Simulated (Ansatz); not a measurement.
C24H: geometry relaxation (part 3 of 3)

The same run, continued: C24H (slab, 25 atoms in the cell); DFT PBE+D3(BJ), scalar-relativistic, plane waves, PAW, no spin polarisation (Ansatz 0.2.0); cutoff 420 eV, 6×6×1 k-mesh, Gaussian smearing of 0.1 eV. The structure derives from a Materials Project entry. The input holds or restrains some coordinates. Forces given for the steps count only the free coordinates.

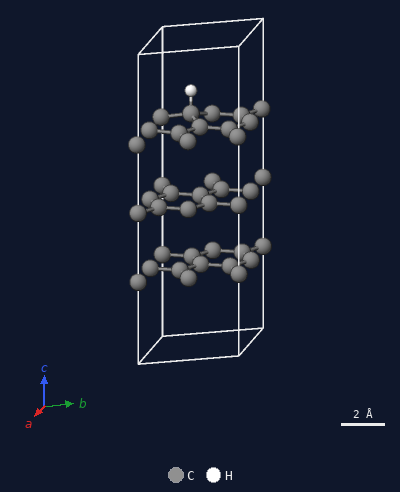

The geometry at step 7 of the log (ball-and-stick view of the cell of the calculation, with the vacuum cut short, seen slightly off an axis).

## Trajectory as extended XYZ, continued
```
25
Lattice="4.9299 0.0000 0.0000 -2.4650 4.2695 0.0000 0.0000 0.0000 25.7442" Properties=species:S:1:pos:R:3:forces:R:3 step=4 energy=-6039.61934
C     0.0000    0.0000    8.5000    0.0006  -0.0015   0.0104
C    -1.2325    2.1347    8.5000   -0.0003   0.0002   0.0091
C     2.4650    0.0000    8.5000    0.0007  -0.0004   0.0091
C     1.2325    2.1347    8.5000    0.0016   0.0002   0.0104
C     0.0000    1.4232    8.5000   -0.0008   0.0005  -0.0113
C    -1.2325    3.5579    8.5000   -0.0005   0.0000  -0.0131
C     2.4650    1.4232    8.5000   -0.0002   0.0004  -0.0131
C     1.2325    3.5579    8.5000   -0.0005   0.0003  -0.0129
C     0.0119   -0.0072   11.8649   -0.0065   0.0086   0.0032
C    -1.2208    2.1280   11.8631    0.0065  -0.0038   0.0118
C     2.4769   -0.0069   11.8625   -0.0075   0.0044   0.0227
C     1.2447    2.1280   11.8649   -0.0108   0.0013   0.0032
C     1.2448    0.7045   11.8641   -0.0067   0.0039  -0.0054
C     0.0116    2.8397   11.8640    0.0138  -0.0085  -0.0161
C     3.7090    0.7048   11.8640    0.0142  -0.0077  -0.0161
C     2.4773    2.8392   11.8642   -0.0153   0.0088  -0.0386
C     0.0182   -0.0539   15.1092    0.1533   0.4873   0.0270
C    -1.2403    2.1392   15.2163    0.6931  -0.4002  -0.1137
C     2.4781   -0.0076   15.1979    0.3248  -0.1875   0.0513
C     1.2882    2.1459   15.1092   -0.3454  -0.3764   0.0270
C     0.0251    1.4087   15.3927    1.0034  -0.5793   0.1338
C    -1.2086    3.5329   15.1663   -0.4369   0.3203  -0.1741
C     2.4985    1.4150   15.1663   -0.4958   0.2183  -0.1741
C     1.2634    3.5400   15.1486   -0.1254   0.0724  -0.2831
H     0.3150    1.2413   16.4707   -0.7595   0.4385   0.5447
25
Lattice="4.9299 0.0000 0.0000 -2.4650 4.2695 0.0000 0.0000 0.0000 25.7442" Properties=species:S:1:pos:R:3:forces:R:3 step=5 energy=-6039.79877
C     0.0000    0.0000    8.5000    0.0004  -0.0016   0.0083
C    -1.2325    2.1347    8.5000   -0.0005   0.0003   0.0073
C     2.4650    0.0000    8.5000    0.0006  -0.0003   0.0074
C     1.2325    2.1347    8.5000    0.0016   0.0005   0.0083
C     0.0000    1.4232    8.5000   -0.0009   0.0005  -0.0111
C    -1.2325    3.5579    8.5000   -0.0006   0.0000  -0.0129
C     2.4650    1.4232    8.5000   -0.0003   0.0005  -0.0129
C     1.2325    3.5579    8.5000   -0.0005   0.0003  -0.0130
C     0.0130   -0.0078   11.8620    0.0020   0.0040  -0.0077
C    -1.2196    2.1273   11.8606    0.0001   0.0000  -0.0006
C     2.4780   -0.0075   11.8616   -0.0020   0.0012  -0.0017
C     1.2457    2.1274   11.8620   -0.0025  -0.0038  -0.0077
C     1.2459    0.7038   11.8620   -0.0098   0.0056  -0.0111
C     0.0129    2.8390   11.8608    0.0091  -0.0038  -0.0038
C     3.7103    0.7041   11.8608    0.0078  -0.0059  -0.0038
C     2.4783    2.8386   11.8585   -0.0094   0.0054  -0.0045
C     0.0349   -0.0574   15.1061    0.2019   0.3108   0.1782
C    -1.2151    2.1247   15.1758    0.3011  -0.1739  -0.0831
C     2.4953   -0.0175   15.1842    0.2831  -0.1634  -0.0086
C     1.2997    2.1332   15.1061   -0.1682  -0.3302   0.1782
C     0.0495    1.3946   15.4447    0.2246  -0.1297   0.1471
C    -1.1984    3.5259   15.1388   -0.2041   0.0948  -0.0534
C     2.5097    1.4096   15.1388   -0.1841   0.1294  -0.0534
C     1.2762    3.5326   15.1135   -0.1095   0.0632   0.0175
H     0.1746    1.3223   16.5792   -0.3379   0.1951  -0.2563
25
Lattice="4.9299 0.0000 0.0000 -2.4650 4.2695 0.0000 0.0000 0.0000 25.7442" Properties=species:S:1:pos:R:3:forces:R:3 step=6 energy=-6039.82743
C     0.0000    0.0000    8.5000    0.0003  -0.0013   0.0007
C    -1.2325    2.1347    8.5000   -0.0006   0.0003   0.0004
C     2.4650    0.0000    8.5000    0.0004  -0.0002   0.0001
C     1.2325    2.1347    8.5000    0.0013   0.0004   0.0007
C     0.0000    1.4232    8.5000   -0.0006   0.0004  -0.0226
C    -1.2325    3.5579    8.5000   -0.0007   0.0001  -0.0242
C     2.4650    1.4232    8.5000   -0.0004   0.0005  -0.0242
C     1.2325    3.5579    8.5000   -0.0003   0.0002  -0.0242
C     0.0137   -0.0082   11.8143    0.0024   0.0054   0.0082
C    -1.2189    2.1269   11.8138    0.0049  -0.0029   0.0131
C     2.4787   -0.0079   11.8141    0.0030  -0.0017   0.0159
C     1.2465    2.1269   11.8143   -0.0035  -0.0048   0.0082
C     1.2465    0.7035   11.8137   -0.0103   0.0059   0.0318
C     0.0137    2.8385   11.8138    0.0048  -0.0041   0.0261
C     3.7111    0.7036   11.8138    0.0060  -0.0021   0.0261
C     2.4789    2.8383   11.8115   -0.0058   0.0033   0.0337
C     0.0548   -0.0623   15.1951    0.0702   0.2396   0.1401
C    -1.2003    2.1162   15.2133    0.1498  -0.0865  -0.0318
C     2.5184   -0.0309   15.2524    0.1296  -0.0748   0.0163
C     1.3139    2.1184   15.1951   -0.1724  -0.1806   0.1401
C     0.0559    1.3909   15.5290    0.1451  -0.0838   0.1501
C    -1.1829    3.5189   15.2009   -0.0871   0.1396  -0.0342
C     2.5235    1.3997   15.2009   -0.1645   0.0057  -0.0342
C     1.2955    3.5215   15.1927   -0.0702   0.0405  -0.0035
H     0.0676    1.3841   16.6770   -0.0007   0.0004  -0.4190
25
Lattice="4.9299 0.0000 0.0000 -2.4650 4.2695 0.0000 0.0000 0.0000 25.7442" Properties=species:S:1:pos:R:3:forces:R:3 step=7 energy=-6039.80699 accepted=F
C     0.0000    0.0000    8.5000    0.0010  -0.0016   0.0092
C    -1.2325    2.1347    8.5000   -0.0002   0.0001   0.0092
C     2.4650    0.0000    8.5000    0.0008  -0.0005   0.0087
C     1.2325    2.1347    8.5000    0.0019   0.0000   0.0092
C     0.0000    1.4232    8.5000   -0.0008   0.0005  -0.0122
C    -1.2325    3.5579    8.5000   -0.0011   0.0006  -0.0137
C     2.4650    1.4232    8.5000   -0.0010   0.0007  -0.0137
C     1.2325    3.5579    8.5000   -0.0008   0.0005  -0.0134
C     0.0154   -0.0087   11.8625   -0.0078  -0.0325   0.0303
C    -1.2170    2.1258   11.8589   -0.0268   0.0155   0.0651
C     2.4803   -0.0089   11.8620   -0.0035   0.0020   0.0284
C     1.2477    2.1257   11.8625    0.0243   0.0230   0.0303
C     1.2474    0.7029   11.8656    0.0483  -0.0279  -0.0464
C     0.0157    2.8372   11.8619   -0.0220   0.0305  -0.0167
C     3.7132    0.7026   11.8619   -0.0374   0.0037  -0.0167
C     2.4800    2.8376   11.8631    0.0250  -0.0144  -0.0569
C     0.0579   -0.0532   15.2085   -0.0464  -0.7091  -0.4887
C    -1.1945    2.1128   15.1746   -0.4690   0.2708  -0.0378
C     2.5246   -0.0344   15.2425   -0.1959   0.1131  -0.1244
C     1.3075    2.1112   15.2085    0.5909   0.3947  -0.4887
C     0.0619    1.3874   15.4745   -0.4217   0.2435   0.2168
C    -1.1841    3.5259   15.1823    0.1408  -0.3901   0.1333
C     2.5169    1.3973   15.1823    0.4083   0.0731   0.1333
C     1.2967    3.5208   15.1911    0.0735  -0.0424   0.1852
H     0.0607    1.3881   16.5929   -0.0797   0.0460   0.4628
25
Lattice="4.9299 0.0000 0.0000 -2.4650 4.2695 0.0000 0.0000 0.0000 25.7442" Properties=species:S:1:pos:R:3:forces:R:3 step=8 energy=-6039.84007
C     0.0000    0.0000    8.5000    0.0006  -0.0014   0.0073
C    -1.2325    2.1347    8.5000   -0.0003   0.0002   0.0071
C     2.4650    0.0000    8.5000    0.0006  -0.0003   0.0067
C     1.2325    2.1347    8.5000    0.0015   0.0002   0.0073
C     0.0000    1.4232    8.5000   -0.0008   0.0005  -0.0133
C    -1.2325    3.5579    8.5000   -0.0009   0.0003  -0.0149
C     2.4650    1.4232    8.5000   -0.0007   0.0006  -0.0149
C     1.2325    3.5579    8.5000   -0.0006   0.0004  -0.0149
C     0.0152   -0.0090   11.8544   -0.0011   0.0011   0.0046
C    -1.2175    2.1261   11.8543    0.0008  -0.0005   0.0047
C     2.4802   -0.0088   11.8545   -0.0010   0.0006   0.0070
C     1.2479    2.1261   11.8544   -0.0015   0.0004   0.0046
C     1.2479    0.7027   11.8544    0.0010  -0.0006   0.0076
C     0.0152    2.8376   11.8541    0.0019  -0.0007   0.0065
C     3.7126    0.7027   11.8541    0.0015  -0.0013   0.0065
C     2.4802    2.8375   11.8519    0.0002  -0.0001   0.0091
C     0.0569   -0.0608   15.1887   -0.0012   0.0404   0.0082
C    -1.1992    2.1155   15.1900    0.0235  -0.0135  -0.0045
C     2.5217   -0.0328   15.2404    0.0037  -0.0021  -0.0019
C     1.3136    2.1158   15.1887   -0.0356  -0.0192   0.0082
C     0.0572    1.3901   15.5052    0.0088  -0.0051  -0.0298
C    -1.1828    3.5205   15.1867    0.0020   0.0030  -0.0050
C     2.5222    1.3988   15.1867   -0.0016  -0.0033  -0.0050
C     1.2967    3.5208   15.1864    0.0003  -0.0002  -0.0028
H     0.0590    1.3891   16.6359   -0.0011   0.0006   0.0117
25
Lattice="4.9299 0.0000 0.0000 -2.4650 4.2695 0.0000 0.0000 0.0000 25.7442" Properties=species:S:1:pos:R:3:forces:R:3 step=9 energy=-6039.84061
C     0.0000    0.0000    8.5000    0.0007  -0.0015   0.0094
C    -1.2325    2.1347    8.5000   -0.0002   0.0001   0.0093
C     2.4650    0.0000    8.5000    0.0007  -0.0004   0.0089
C     1.2325    2.1347    8.5000    0.0017   0.0001   0.0094
C     0.0000    1.4232    8.5000   -0.0010   0.0006  -0.0101
C    -1.2325    3.5579    8.5000   -0.0010   0.0004  -0.0116
C     2.4650    1.4232    8.5000   -0.0009   0.0007  -0.0116
C     1.2325    3.5579    8.5000   -0.0008   0.0004  -0.0115
C     0.0168   -0.0099   11.8709    0.0002   0.0005   0.0008
C    -1.2158    2.1251   11.8707    0.0002  -0.0001   0.0010
C     2.4818   -0.0097   11.8714    0.0000   0.0000  -0.0027
C     1.2495    2.1252   11.8709   -0.0003  -0.0004   0.0008
C     1.2495    0.7018   11.8709    0.0002  -0.0001   0.0026
C     0.0168    2.8367   11.8705    0.0005  -0.0004   0.0036
C     3.7142    0.7018   11.8705    0.0006  -0.0002   0.0036
C     2.4818    2.8366   11.8685    0.0005  -0.0003   0.0004
C     0.0562   -0.0597   15.1899    0.0004  -0.0037  -0.0018
C    -1.1997    2.1158   15.1898   -0.0048   0.0028  -0.0026
C     2.5211   -0.0324   15.2407   -0.0013   0.0008   0.0024
C     1.3123    2.1159   15.1899    0.0034   0.0015  -0.0018
C     0.0564    1.3906   15.5051    0.0001   0.0000  -0.0035
C    -1.1836    3.5211   15.1871   -0.0002  -0.0006  -0.0004
C     2.5213    1.3992   15.1871    0.0004   0.0005  -0.0004
C     1.2960    3.5212   15.1874    0.0013  -0.0008   0.0006
H     0.0572    1.3901   16.6362   -0.0004   0.0002   0.0050
```

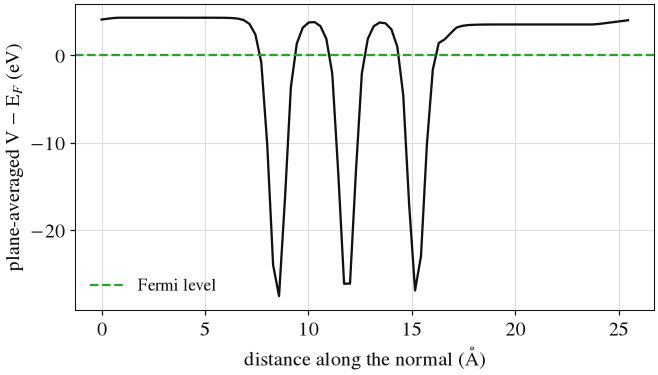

Plane average of the electrostatic potential energy of an electron across the cell, from the Fermi level. The vacuum level lies 3.52 eV above the Fermi level on the upper side and 4.29 eV on the lower.

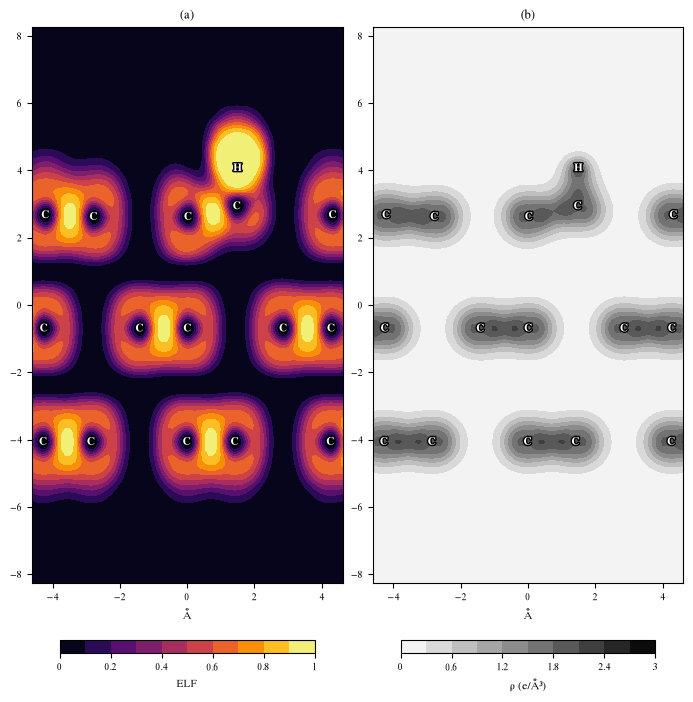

(a) electron localisation function; (b) valence electron density on the (110) plane of the calculation cell, a cut from vacuum to vacuum. The section cuts through C and H sites. C–C (1.42 Å): ρ at the midpoint is about 2 e/Å³; the ELF peaks at about 0.95 between the atoms (a covalent bond). C–C (1.48 Å): the density is about 1.8 e/Å³ at the midpoint; the ELF peaks at about 0.95 between the atoms (localised, shared-pair bonding). The density dies away to nearly zero in the vacuum. Core electrons are frozen (PAW), so the fields are smoothed inside the atomic spheres.

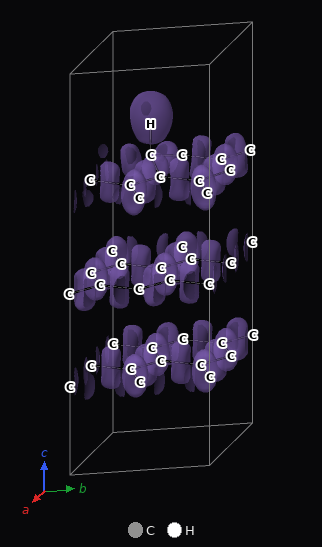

Isosurface of the ELF at 0.75 (purple), seen slightly off an axis. Core shells and regions of very low density are left out. Sticks mark near contacts. The ELF exceeds this value in 36 regions between bonded C–C atoms (shared pairs) and one region around a hydrogen nucleus, counted in one cell of 25 atoms.  Values along the shortest contacts: C–H (1.13 Å): the ELF climbs to about 1 towards the hydrogen; a covalent bond by its length. C–C (1.41 Å): the ELF peaks at about 0.95 between the atoms, which marks localised, shared-pair bonding.

## Results in brief

| quantity | value |
| --- | --- |
| outcome | converged under the restraints of the input |
| electrons treated | 97 |
| free energy | −6039.8406 eV |
| work function, top face | 3.52 eV |
| work function, bottom face | 4.29 eV |
| Fermi energy | 0.431 eV |
| gap on the k-point mesh | none (metallic) |
| final volume | 541.87 Å³ |
| work function (upper face) | 3.52 eV |
| largest force (length of the vector) at the end, held atoms and coordinates included | 0.012 eV/Å |
| hardware | 2 threads of Intel Xeon (Granite Rapids), 32 GiB of memory available, shared host |
| wall time | 2.5 min (CPU time 5 min) |
| peak memory | 1.1 GiB |

## Remarks

Warnings of the run: the exchange-correlation potential is rough where the density is thin.
